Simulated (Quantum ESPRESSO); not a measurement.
## AlN (F-43m): a mode Grüneisen parameter, worked out

Aim: the Grüneisen parameter and the pressure coefficient of an optical mode of AlN (F-43m).

Calculated with Quantum ESPRESSO 7.5; DFT LDA, scalar-relativistic, plane waves, PseudoDojo norm-conserving pseudopotentials.

## 1. Set-up

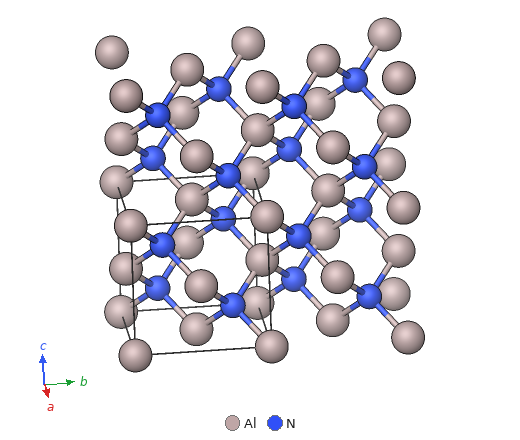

Start, viewed slightly off an axis; aluminium light grey, nitrogen blue. 1×2×2 cells are drawn. This picture shows the conventional cell, with its axes. Bonds to atoms that aren't drawn are left out. Some periodic images of atoms are drawn too.

Structure file:

```xyz
2
Lattice="-2.1665 0.0000 2.1665 0.0000 2.1665 2.1665 -2.1665 2.1665 0.0000" Properties=species:S:1:pos:R:3 pbc="T T T"
Al    0.0000    0.0000    0.0000
N    -3.2497    3.2497    3.2497
```

This is the cell after its relaxation at this level of theory, not the database cell from which that began.

## 2. Runs at several volumes

The relaxed cell is scaled uniformly; in this structure symmetry fixes all atoms, so nothing has to be relaxed anew. Each volume gets a ground state and a response at Γ. The mode followed is the highest one without the macroscopic field, of symmetry T2; longitudinal polar modes lie higher. Cutoff 92 Ry, k mesh 8×8×8.

From the response at V/V₀ = 0.94:

Log:

```text
[banners, grids, parts of the stress and lines that vanish by symmetry left out]
Program PHONON v.7.5
     Reading xml data from directory:

[...]
Exchange-correlation= PW
                           (   1   4   0   0   0   0   0)
[...]
kinetic-energy cut-off    =      92.0000  Ry
     charge density cut-off    =     368.0000  Ry
     convergence threshold     =      1.0E-18
[...]
Exchange-correlation= PW
                           (   1   4   0   0   0   0   0)
[...]
q = (   0.0000000   0.0000000   0.0000000 )
     25 Sym.Ops. (with q -> -q+G )
     G cutoff =  299.8594  (  15353 G-vectors)     FFT grid: ( 36, 36, 36)
     number of k points=    29
[...]
Mode symmetry, T_d (-43m)  point group:
[...]
Dielectric constant
[...]
End of electric fields calculation
          Dielectric constant in cartesian axis
          (       4.410074045      -0.000000000       0.000000000 )
          (      -0.000000000       4.410074045      -0.000000000 )
          (       0.000000000      -0.000000000       4.410074045 )
          Effective charges (d Force / dE) in cartesian axis without acoustic sum rule applied (asr)
           atom    1  Al    Mean Z*:        2.51992
      Ex  (        2.51992       -0.00000       -0.00000 )
      Ey  (       -0.00000        2.51992       -0.00000 )
      Ez  (       -0.00000       -0.00000        2.51992 )
           atom    2  N     Mean Z*:       -2.52293
      Ex  (       -2.52293        0.00000        0.00000 )
      Ey  (        0.00000       -2.52293        0.00000 )
      Ez  (        0.00000        0.00000       -2.52293 )
          Effective charges Sum: Mean:       -0.00301
[...]
Effective charges (d Force / dE) in cartesian axis with asr applied:
           atom    1  Al    Mean Z*:        2.52142
[...]
atom    2  N     Mean Z*:       -2.52142
[...]
Representation #   1 modes #   1   2   3
[...]
End of self-consistent calculation
     Convergence has been achieved
     Representation #   2 modes #   4   5   6
[...]
End of self-consistent calculation
     Convergence has been achieved
[...]
Dielectric constant in cartesian axis
          (       4.410074045      -0.000000000       0.000000000 )
          (      -0.000000000       4.410074045      -0.000000000 )
          (       0.000000000      -0.000000000       4.410074045 )
          Effective charges (d Force / dE) in cartesian axis without acoustic sum rule applied (asr)
           atom    1  Al    Mean Z*:        2.51992
      Ex  (        2.51992       -0.00000       -0.00000 )
      Ey  (       -0.00000        2.51992       -0.00000 )
      Ez  (       -0.00000       -0.00000        2.51992 )
           atom    2  N     Mean Z*:       -2.52293
      Ex  (       -2.52293        0.00000        0.00000 )
      Ey  (        0.00000       -2.52293        0.00000 )
      Ez  (        0.00000        0.00000       -2.52293 )
          Effective charges Sum: Mean:       -0.00301
[...]
Effective charges (d Force / dE) in cartesian axis with asr applied:
           atom    1  Al    Mean Z*:        2.52142
[...]
atom    2  N     Mean Z*:       -2.52142
[...]
q = (    0.000000000   0.000000000   0.000000000 )
[...]
freq (    1) =       0.029237 [THz] =       0.975228 [cm-1]
     freq (    2) =       0.029237 [THz] =       0.975228 [cm-1]
     freq (    3) =       0.029237 [THz] =       0.975228 [cm-1]
     freq (    4) =      21.889316 [THz] =     730.148976 [cm-1]
     freq (    5) =      21.889316 [THz] =     730.148976 [cm-1]
     freq (    6) =      21.889316 [THz] =     730.148976 [cm-1]
[...]
Mode symmetry, T_d (-43m)  point group:
     freq (   1-   3) =          1.0  [cm-1]   --> T_2  G_15 P_4   I+R
     freq (   4-   6) =        730.1  [cm-1]   --> T_2  G_15 P_4   I+R

   JOB DONE.
```

One volume, V/V₀ = 1.03, is held back as a test.

| V/V₀ | volume (Å³/atom) | pressure (GPa) | ω (cm⁻¹) |
| --- | --- | --- | --- |
| 0.94 | 9.559 | 14.66 | 730.15 |
| 0.97 | 9.864 | 6.80 | 698.97 |
| 1 | 10.169 | 0.02 | 669.49 |
| 1.03 | 10.474 | -5.85 | held back |
| 1.06 | 10.779 | -10.92 | 615.20 |

## 3. The fit

The mode Grüneisen parameter is γ = −d ln ω / d ln V.

| ln(V/V₀) | ln ω |
| --- | --- |
| -0.0619 | 6.5932 |
| -0.0305 | 6.5496 |
| 0.0000 | 6.5065 |
| 0.0583 | 6.4219 |

A straight line through these points has the slope -1.427, so γ = 1.43; at V/V₀ = 1.03 it predicts ω = exp(6.5057 − 0.0422) = 641.29 cm⁻¹.

A parabola of pressure against ln V through V/V₀ = 0.97, 1 and 1.03 gives the bulk modulus B = −dP/d ln V = 210 GPa at V₀. With ω₀ from the fitted line the pressure coefficient follows as dω/dP = γ ω₀ / B = 1.43 × 668.9 / 210 = 4.54 cm⁻¹/GPa.

## 4. The run that was held back

Log:

```text
[banners, grids, parts of the stress and lines that vanish by symmetry left out]
[banner, memory and clock lines left out]
Program PHONON v.7.5

[...]
Exchange-correlation= PW
                           (   1   4   0   0   0   0   0)
[...]
kinetic-energy cut-off    =      92.0000  Ry
     charge density cut-off    =     368.0000  Ry
     convergence threshold     =      1.0E-18
[...]
Exchange-correlation= PW
                           (   1   4   0   0   0   0   0)
[...]
q = (   0.0000000   0.0000000   0.0000000 )
     25 Sym.Ops. (with q -> -q+G )
     G cutoff =  318.7062  (  16865 G-vectors)     FFT grid: ( 36, 36, 36)
     number of k points=    29
[...]
Mode symmetry, T_d (-43m)  point group:
[...]
Dielectric constant
[...]
End of electric fields calculation
          Dielectric constant in cartesian axis
          (       4.551523464      -0.000000000      -0.000000000 )
          (      -0.000000000       4.551523464      -0.000000000 )
          (      -0.000000000       0.000000000       4.551523464 )
          Effective charges (d Force / dE) in cartesian axis without acoustic sum rule applied (asr)
           atom    1  Al    Mean Z*:        2.53252
      Ex  (        2.53252        0.00000        0.00000 )
      Ey  (        0.00000        2.53252       -0.00000 )
      Ez  (        0.00000        0.00000        2.53252 )
           atom    2  N     Mean Z*:       -2.53572
      Ex  (       -2.53572       -0.00000        0.00000 )
      Ey  (       -0.00000       -2.53572        0.00000 )
      Ez  (        0.00000        0.00000       -2.53572 )
[...]
Representation #   1 modes #   1   2   3
[...]
End of self-consistent calculation
     Convergence has been achieved
     Representation #   2 modes #   4   5   6
[...]
End of self-consistent calculation
     Convergence has been achieved
[...]
Dielectric constant in cartesian axis
          (       4.551523464      -0.000000000      -0.000000000 )
          (      -0.000000000       4.551523464      -0.000000000 )
          (      -0.000000000       0.000000000       4.551523464 )
          Effective charges (d Force / dE) in cartesian axis without acoustic sum rule applied (asr)
           atom    1  Al    Mean Z*:        2.53252
      Ex  (        2.53252        0.00000        0.00000 )
      Ey  (        0.00000        2.53252       -0.00000 )
      Ez  (        0.00000        0.00000        2.53252 )
           atom    2  N     Mean Z*:       -2.53572
      Ex  (       -2.53572       -0.00000        0.00000 )
      Ey  (       -0.00000       -2.53572        0.00000 )
      Ez  (        0.00000        0.00000       -2.53572 )
          Effective charges Sum: Mean:       -0.00321
[...]
Effective charges (d Force / dE) in cartesian axis with asr applied:
           atom    1  Al    Mean Z*:        2.53412
[...]
atom    2  N     Mean Z*:       -2.53412
[...]
q = (    0.000000000   0.000000000   0.000000000 )
[...]
freq (    1) =      -0.042910 [THz] =      -1.431323 [cm-1]
     freq (    2) =      -0.042910 [THz] =      -1.431323 [cm-1]
     freq (    3) =      -0.042910 [THz] =      -1.431323 [cm-1]
     freq (    4) =      19.235078 [THz] =     641.613131 [cm-1]
     freq (    5) =      19.235078 [THz] =     641.613131 [cm-1]
     freq (    6) =      19.235078 [THz] =     641.613131 [cm-1]
[...]
Mode symmetry, T_d (-43m)  point group:
     freq (   1-   3) =         -1.4  [cm-1]   --> T_2  G_15 P_4   I+R
     freq (   4-   6) =        641.6  [cm-1]   --> T_2  G_15 P_4   I+R
```

It gives 641.61 cm⁻¹ against the predicted 641.29 cm⁻¹, a miss of 0.3 cm⁻¹.

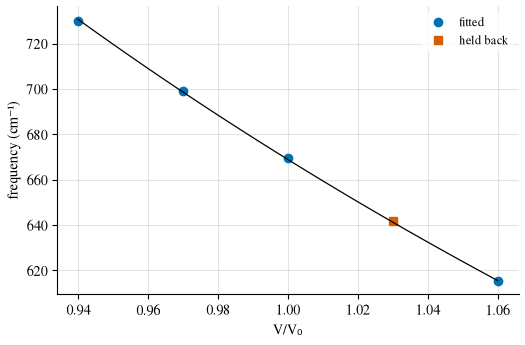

Frequency against volume, with the power-law fit.

## 5. Summary of results

* mode Grüneisen parameter: 1.427
* bulk modulus: 210 GPa
* pressure coefficient: 4.54 cm⁻¹/GPa

The highest optical mode of AlN (F-43m) without the LO-TO term stiffens by 4.54 cm⁻¹ a GPa near the relaxed volume, with γ = 1.43. The power law meets all 5 runs within 0.09 %; between neighbouring volumes γ runs from 1.39 to 1.46. Such a coefficient turns a measured shift of this mode into a hydrostatic stress; uniaxial or biaxial stress splits the mode and needs deformation potentials. These are harmonic values at zero temperature for the structure held cubic, which a run at Γ can't show to be stable; the bulk modulus rests on three points.

[Host names and launcher messages were left out of these logs when they were recorded.]

[Logs are printed without paths, hosts, clocks, repeated set-up lines and the standing remarks that a program may print on its own settings, such as how far it seeks lower states.]

[Hosts, paths, dates, database ids (printed as entryN), source tags and the programs' standing remarks are cut or masked in the printed files.]
